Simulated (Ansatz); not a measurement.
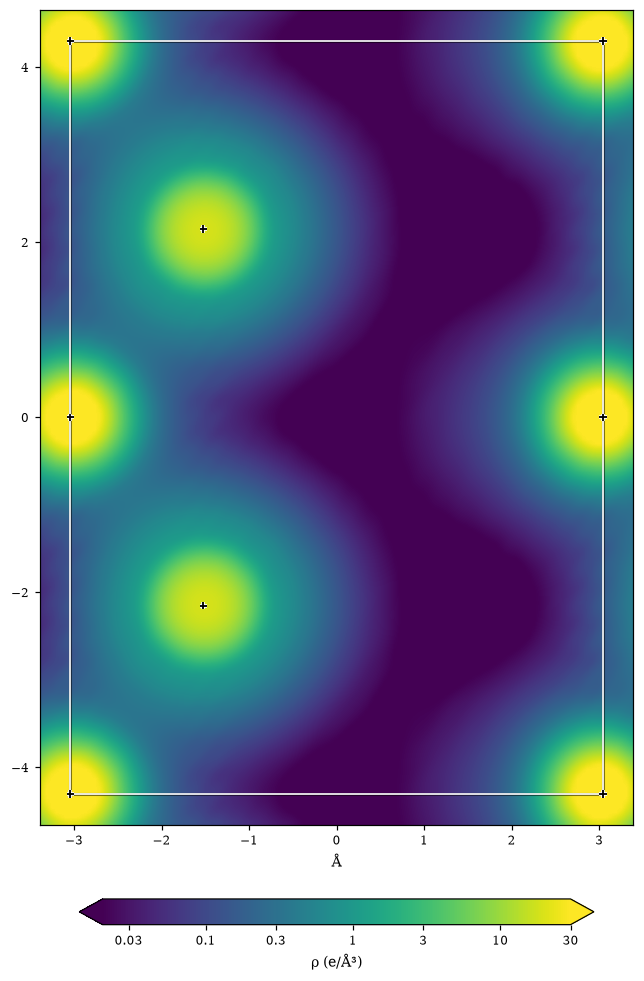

The valence charge density (pseudo) on a plane through atoms (crosses mark nuclei in the plane).

Method: Ansatz 0.2.0, DFT, HSE06, plane waves, PAW.

Candidates:
A. CuI, a = 6.08 Å, b = 6.08 Å, c = 6.08 Å, α = 90.00°, β = 90.00°, γ = 90.00°. Space group F-43m; started from the zincblende prototype, which need not be the ambient phase; changed on purpose from its base cell (hydrostatic strain +1.0%); computed without spin polarisation.
B. Ge, a = 4.12 Å, b = 6.92 Å, c = 6.59 Å, α = 90.00°, β = 90.00°, γ = 90.00°. Space group Cmcm; started from the lonsdaleite (2H) prototype, which need not be the ambient phase; changed on purpose from its base cell (uniaxial x strain +3.0%).

### Which system is this?

Candidate A: CuI on the (110) plane of the conventional cell, which holds Cu and I. Cu–I (2.63 Å): ρ at the midpoint is about 0.4 e/Å³, with its minimum of 0.35 e/Å³ about 1.2 Å from Cu.
